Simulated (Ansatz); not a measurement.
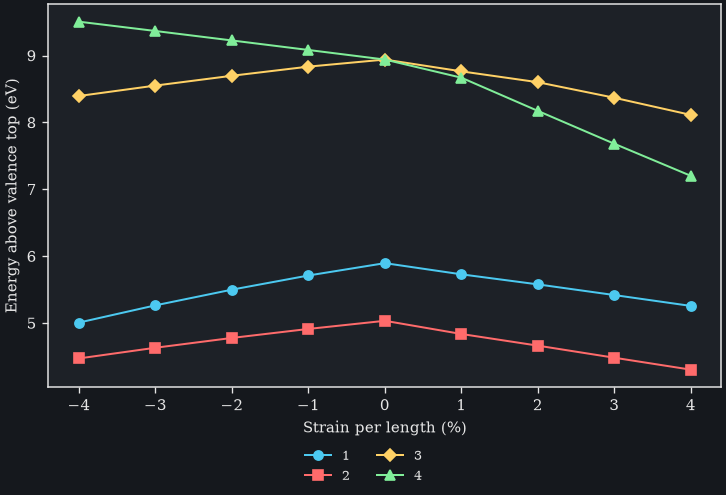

Lowest conduction level at each named k point, counted from the valence-band top at Γ. The curves are numbered.

System: diamond-type C, space group Fd-3m (No. 227), 2 atoms in the primitive cell, relaxed with r2SCAN; unstrained, cubic a = 3.560 Å. The cell is strained biaxially in the (111) plane; the length along [111] and the atoms are relaxed again with r2SCAN. Points keep the names of the unstrained cell; those that the strain makes unlike carry their directions on the cubic axes x, y, z. Method: r2SCAN, Ansatz PAW set, no spin polarisation, no spin-orbit coupling, 12×12×12 k mesh, 500 eV cutoff (Ansatz 0.2.0).

### Which curve belongs to which k point: L [111], L [1−1−1]/[1−11]/[11−1], X and Γ?

1 is Γ; 2 is X; 3 is L [1−1−1]/[1−11]/[11−1]; 4 is L [111]. X goes from 4.47 through a maximum of 5.03 eV near 0 % to 4.30 eV, Γ goes from 5.01 through a maximum of 5.90 eV near 0 % to 5.26 eV, L [1−1−1]/[1−11]/[11−1] goes from 8.39 through a maximum of 8.94 eV near 0 % to 8.11 eV and L [111] falls by 2.31 eV.

### Which of these conduction levels is lowest, and does that change?

The lowest is the one at X, over the whole range.

The smallest gap over all k points computed is 4.34, 4.38, 4.40, 4.39, 4.36, 4.30, 4.25, 4.18 and 4.09 eV in turn; it lies up to 0.67 eV under the lowest value plotted. The strain splits the threefold valence top at Γ, and levels count from its highest part. The PAW data sets were made with another functional. LDA, GGA and most meta-GGA functionals understate gaps. The cell was built by a generator and needn't be a form met in nature. Diamond is metastable; the stable form of carbon is graphite.
